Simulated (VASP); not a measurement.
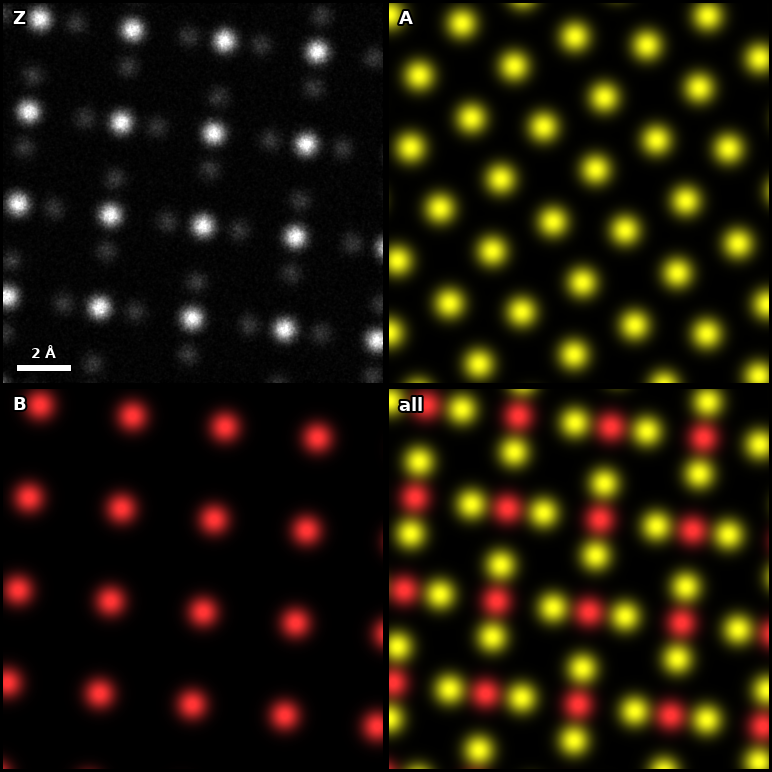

MnF2 (P4_2/mnm, No. 136) along [001]. Panel Z: The image is simulated as a sum over atoms of Z^1.7, blurred by a 0.64 Å probe (no channelling). Shot noise was added. The other panels are simulated element maps (the number of atoms of one element along the beam, blurred by 0.9 Å; each on its own scale, no channelling); the last overlays them. Model: coordinates from a relaxation with VASP Kohn-Sham DFT of a periodic cell, PBE, VASP PAW PBE potentials, gw (VASP 6.6.1).

```
CELL_PARAMETERS angstrom
4.93748 0.00000 0.00000
0.00000 4.93748 0.00000
0.00000 0.00000 3.33829
ATOMIC_POSITIONS crystal
Mn 0.00000 0.00000 0.50000
Mn 0.50000 0.50000 0.00000
F 0.30519 0.69481 0.50000
F 0.19481 0.19481 0.00000
F 0.69481 0.30519 0.50000
F 0.80519 0.80519 0.00000
```

Question: Which element does each lettered map show?

Answer: A: F, B: Mn. The projected cell (4.94 × 4.94 Å, 90°) holds 6 columns: 4 of F and 2 of Mn. No column is shared by two of the mapped elements.
